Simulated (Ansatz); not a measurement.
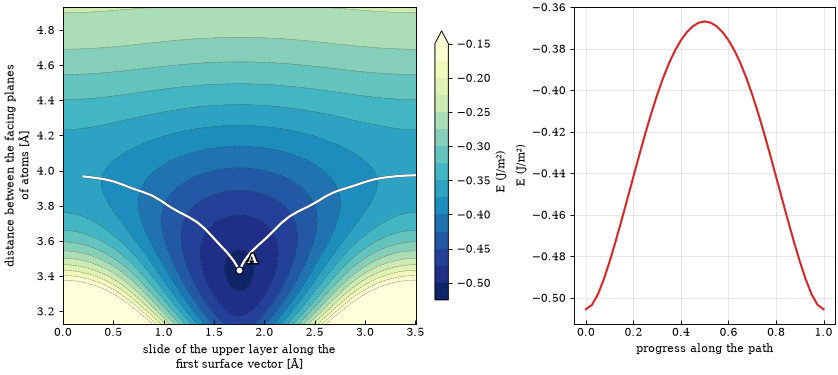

A bilayer of two Te₂Mo sheets (1H type), the upper one turned by 180 degrees about the normal (6 atoms in the cell). The upper layer of a bilayer is slid along a line and lifted, both layers rigid. First axis: slide of the upper layer along the first surface vector, from Te4 above Te3. Second axis: distance between the facing planes of atoms. The scan uses a 6 × 6 grid; 24 points were computed and 12 follow by symmetry. Points are written as (first, second). All energies are given in J/m² relative to the two layers apart. Computed with DFT PBE+D3(BJ), scalar-relativistic, plane waves, PAW (Ansatz). Settings: cutoff 420 eV, k-mesh 9×9×1, gaussian smearing 0.05 eV, no spin polarisation.

In the figure: filled contours, a line along the lowest path, one colour for all values above the top of the scale, the energy along the path at the right, the start A. Between grid points the surface is interpolated.

Q: Describe the path and its barrier.

A: The easiest path leads from the well at (1.75 Å, 3.40 Å) to its copy one period on. Its highest point lies about 0.14 J/m² above the bottom of the first well on the interpolated surface, at (0.00 Å, 3.93 Å). This is the barrier on the constrained surface; relaxing the other coordinates would change it.

PAW datasets: the set soft_1.
